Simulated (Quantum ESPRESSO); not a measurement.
**La2O3: 7 runs along one coordinate**

System: La2O3 (P-3m1, 5 atoms in the cell).
Method: Kohn-Sham DFT of a periodic cell, LDA, GBRV 1.5 LDA, no spin polarisation (Quantum ESPRESSO 7.5).

The 7 runs differ only in the geometry, by an even scaling of the cell at fixed fractional positions. The structure derives from a Materials Project entry.

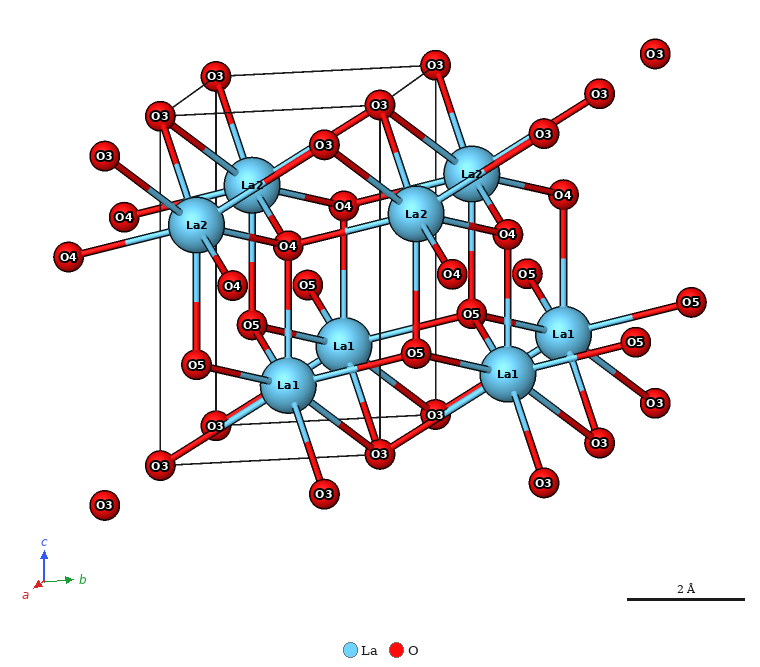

Figure 1. The structure of run 4 (ball-and-stick view of the cell of the calculation, repeated 2 × 2 × 1, seen slightly off an axis; bonded neighbours outside the cell are drawn too; atoms are numbered from 1 in the order of the input).

**Input of run 4**
```
&CONTROL
  calculation = 'scf'
  prefix = 'pwscf'
  outdir = './tmp'
  pseudo_dir = './pseudo'
  tstress = .true.
  disk_io = 'nowf'
/
&SYSTEM
  ibrav = 0
  nat = 5
  ntyp = 2
  ecutwfc = 45
  ecutrho = 360
  nbnd = 28
  occupations = 'smearing'
  smearing = 'fd'
  degauss = 0.00367493
/
&ELECTRONS
  conv_thr = 1d-09
  electron_maxstep = 120
  mixing_beta = 0.5
/
ATOMIC_SPECIES
La   138.9055 la_lda_v1.uspp.F.UPF
O     15.9990 o_lda_v1.2.uspp.F.UPF
CELL_PARAMETERS angstrom
   3.9307778780    0.0000000000    0.0000000000
  -1.9653889390    3.4041534990    0.0000000000
   0.0000000000    0.0000000000    6.1119535200
ATOMIC_POSITIONS crystal
La     0.3333333333    0.6666666667    0.2462356800
La     0.6666666667    0.3333333333    0.7537643200
O      0.0000000000    0.0000000000    0.0000000000
O      0.3333333333    0.6666666667    0.6458906500
O      0.6666666667    0.3333333333    0.3541093500
K_POINTS automatic
8 8 5 0 0 0
```

Command:
```bash
OMP_NUM_THREADS=1 mpirun -n 2 pw.x -nk 2 -in pw.in > pw.out
```

Lattice vectors (Å) and fractional positions of run 4:
```
   3.930778    0.000000    0.000000
  -1.965389    3.404153    0.000000
   0.000000    0.000000    6.111954
La  0.333333  0.666667  0.246236
La  0.666667  0.333333  0.753764
O   0.000000  0.000000  0.000000
O   0.333333  0.666667  0.645891
O   0.666667  0.333333  0.354109
```

Run 5 differs from it as follows:
```diff
-   3.9307778780    0.0000000000    0.0000000000
-  -1.9653889390    3.4041534990    0.0000000000
-   0.0000000000    0.0000000000    6.1119535200
+   3.9568102782    0.0000000000    0.0000000000
+  -1.9784051391    3.4266982189    0.0000000000
+   0.0000000000    0.0000000000    6.1524312130
```

**Results, with one run withheld**

```tsv
run	volume per atom (Å³)	free energy per atom, from the lowest run given (meV)	pressure (GPa)	gap on the mesh (eV)
1	15.375	2.98	3.04	3.81
2	15.703	0.00	−0.28	3.82
3	16.030	3.44	−3.25	3.82
4	16.357	12.64	−5.92	3.82
5	16.684	?	?	?
6	17.011	45.97	−10.43	3.77
7	17.338	69.06	−12.34	3.74
```

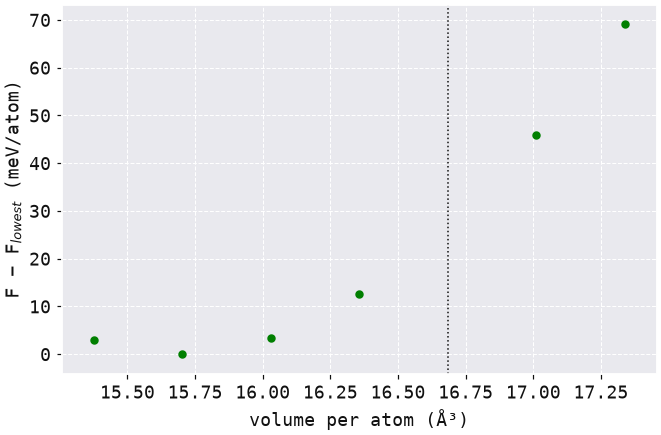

Figure 2. Free energy per atom of the runs given; the dotted line marks run 5.

Fit the runs given and predict run 5.

A cubic polynomial in V^(−2/3) (the Birch–Murnaghan form), fitted to the 6 runs given, misses them by at most 0.01 meV per atom. With x = V^(−2/3) − 0.15569 Å⁻², it reads F = 9.938 − 5091.8 x + 6.4857e+05 x² + 6.3073e+05 x³ (meV per atom). At run 5 it gives 27.00 meV per atom, and the run itself gives 27.00. The slope of the fit gives a pressure −dF/dV of −8.20 GPa there, and the run prints −8.30 GPa. The two needn't agree exactly: the fit is approximate, and the printed stress is taken on a finite basis. The fit has its minimum at 15.685 Å³ per atom, where V d²F/dV² gives 152 GPa. Cell shape and fractional positions are held, so this is the stiffness under even scaling; the relaxed bulk modulus wasn't computed. The gap on the mesh lies between 3.74 eV (run 7) and 3.82 eV (run 3); run 5 has 3.80 eV. These are gaps of this functional on this mesh, which can miss the band edges; they aren't the measured gap.

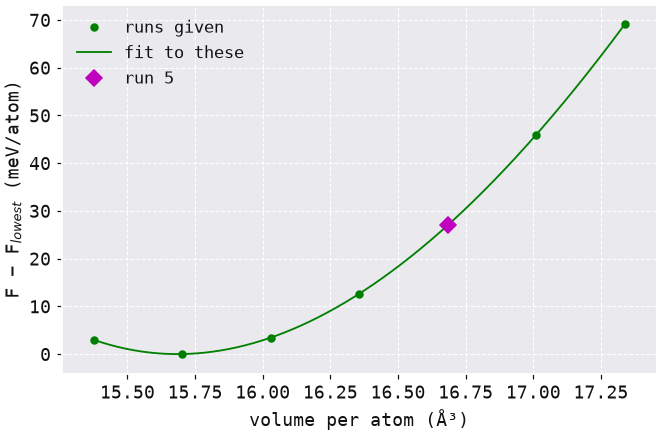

Figure 3. The fit and the withheld run.

**Some lines of the output (run 5)**
```
[...]
     total energy              =    -302.12153803 Ry
     total energy              =    -302.12233394 Ry
     total energy              =    -302.12240624 Ry
     total energy              =    -302.12242108 Ry
     total energy              =    -302.12241610 Ry
     total energy              =    -302.12241794 Ry
     total energy              =    -302.12241935 Ry
     total energy              =    -302.12241930 Ry
     total energy              =    -302.12241934 Ry
     the Fermi energy is    10.8148 ev
!    total energy              =    -302.12241935 Ry
     The total energy is F=E-TS. E is the sum of the following terms:
     Computing stress (Cartesian axis) and pressure
          total   stress  (Ry/bohr**3)                   (kbar)     P=      -82.96
```

Notes on the run: negative rho.
